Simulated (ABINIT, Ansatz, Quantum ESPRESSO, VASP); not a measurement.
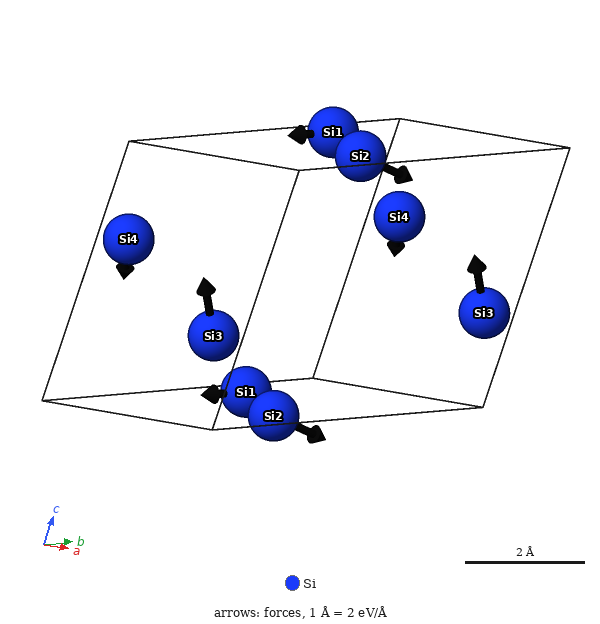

Si (4 atoms) with its atoms moved off their places at random, by some hundredths of an ångström. The arrows are the forces from Ansatz LAPW (all-electron). The parent cell is a structure listed in the Materials Project. This isn't the form of Si at room conditions, which is diamond.

```
Si
1.0
    -3.32544    3.32544    1.92239
     3.32544   -3.32544    1.92239
     3.32544    3.32544   -1.92239
Si
4
Direct
  0.81903 0.17380 0.00241
  0.15622 0.81417 0.99575
  0.83150 0.83058 0.65557
  0.18395 0.19039 0.35609
```

The same cell was run in four programs or potential sets. Alike in all runs: functional PBE; k mesh 8 × 8 × 8 on the run's cell of 4 atoms; occupations fermi-dirac, width 0.05 eV; no spin polarisation; no spin-orbit coupling. The table gives the size of the force on each atom, with the net force on the cell removed.

```tsv
program	force on Si1 (eV/Å)	force on Si2 (eV/Å)	force on Si3 (eV/Å)	force on Si4 (eV/Å)
Ansatz LAPW (all-electron)	1.061	1.609	1.542	0.831
Quantum ESPRESSO (SSSP 1.3 efficiency)	?	?	?	?
VASP (PBE potentials, release 64 Si)	1.060	1.607	1.540	0.829
ABINIT (JTH PAW PBE v2.0)	1.058	1.605	1.537	0.828
```

Estimate the row of Quantum ESPRESSO (SSSP 1.3 efficiency).

Answer. 1.064 eV/Å on Si1, 1.613 eV/Å on Si2, 1.547 eV/Å on Si3 and 0.833 eV/Å on Si4. The medians of the other rows are 1.060, 1.607, 1.540, 0.829 eV/Å.

How well do the programs agree?

Answer. The force on Si2, the largest, spans 1.605 to 1.613 eV/Å. Against the median force vectors, the rows deviate by 0.002 eV/Å rms as a rule and by 0.005 eV/Å at most. With one functional throughout, the spread comes from potentials, basis sets and numerical settings. Deviations count direction as well as size.
